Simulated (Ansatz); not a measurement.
**A Fermi-surface study of Mg in space group P6_3/mmc**

```xyz
2
Lattice="3.2093 0.0000 0.0000 -1.6046 2.7793 0.0000 0.0000 0.0000 5.2103" Properties=species:S:1:pos:R:3 pbc="T T T"
Mg    0.0000    1.8529    1.3026
Mg    1.6047    0.9264    3.9077
```

Theory: DFT LDA, scalar-relativistic, plane waves, PAW; levels and slopes on a dense k mesh at the converged density (Ansatz 0.2.0). No spin polarisation. Mesh 30×30×16, interpolated with the band slopes. The geometry was not relaxed.

## 1. The sheets

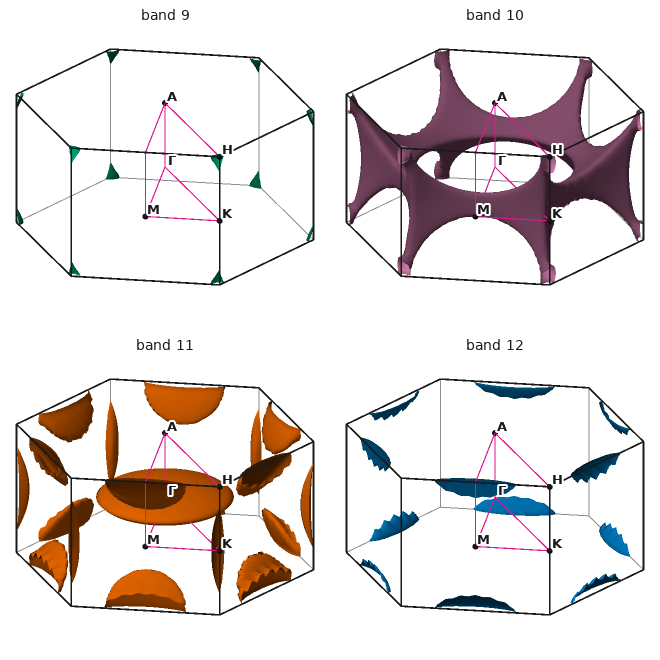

The figure shows the computed Fermi surface of this crystal. Each panel holds one band. The brighter face of a sheet looks towards empty states.

Describe the Fermi surface sheet by sheet.

Answer. Four bands cross the Fermi level; this is a three-dimensional metal.

Band 9: specks under 0.04 % of the zone, which the mesh doesn't resolve and which may come from the interpolation.
Band 10: an open hole network that joins neighbouring zones in all directions (8.3 % of the zone).
Band 11: one electron pocket centred at Γ (3.7 % of the zone), three electron pockets centred at L (each 1.2 % of the zone) and two electron pockets centred at K (each 0.15 % of the zone).
Band 12: three electron pockets centred at L (each 0.23 % of the zone).
A pocket cut by a face of the zone is counted once with the part on the opposite face.

How large are the density of states and the plasma frequency?

Answer. The density of states at the Fermi level is 0.87 states/eV per primitive cell. The intraband plasma frequencies along the cartesian axes x, y and z of the cell as given are 6.6, 6.6 and 7.4 eV.

## 2. Speeds

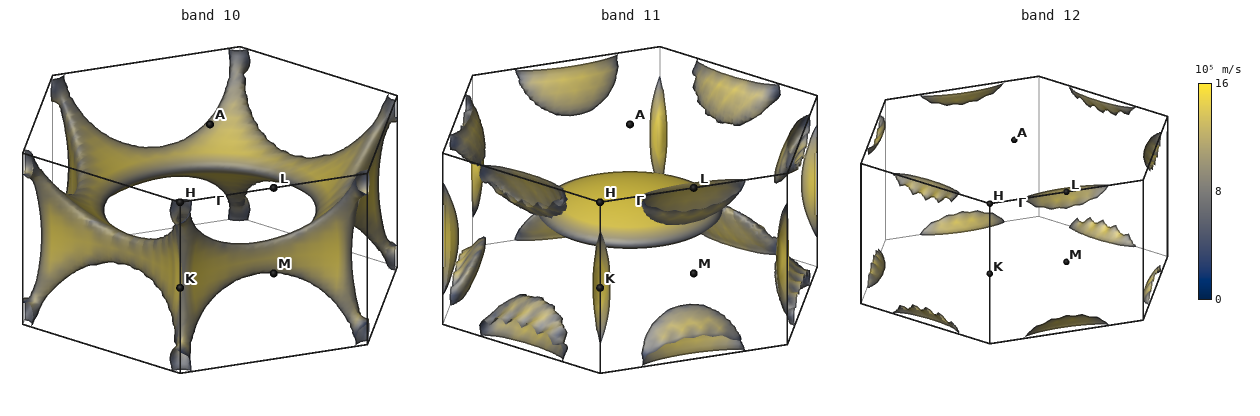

Fermi surface of this crystal (the three sheets of greatest area among four bands), coloured by the Fermi speed.

Give the range and mean of the Fermi speed for each band.

Answer. Band 10: 7.2 to 14 × 10⁵ m/s over most of the sheet, 11 × 10⁵ m/s on average over states. Band 11: 6.2 to 15 × 10⁵ m/s over most of the sheet, 11 × 10⁵ m/s on average over states. Band 12: 7.3 to 14 × 10⁵ m/s over most of the sheet, 11 × 10⁵ m/s on average over states.

## 3. Cuts and bands

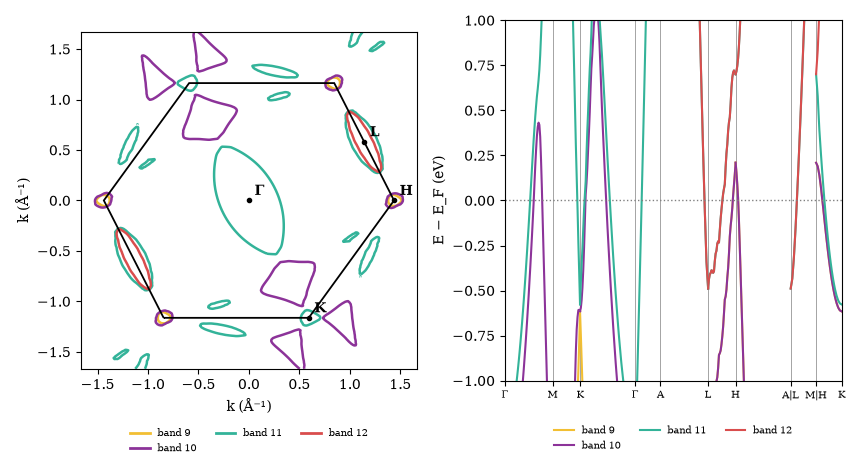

This crystal: cut through the Fermi surface in the plane through Γ, H and L, and the bands that cross the Fermi level.

Give each band's level at the labelled points, in eV from the Fermi level.

Answer.
| band | Γ | A | K | H | M | L |
| --- | --- | --- | --- | --- | --- | --- |
| band 9 | below | below | −0.61 | +0.21 | below | below |
| band 10 | below | below | −0.61 | +0.21 | below | below |
| band 11 | below | above | −0.58 | +0.70 | above | −0.49 |
| band 12 | above | above | above | +0.70 | above | −0.49 |

Negative values are filled states; "above" and "below" lie outside the plotted window.

Necks and pockets thinner than about two mesh steps aren't resolved, so separate pockets may in truth be joined.

Time for the whole run: 18 s on 1 thread of Arm Neoverse V2, with other jobs on the host, peak memory 0.51 GiB.
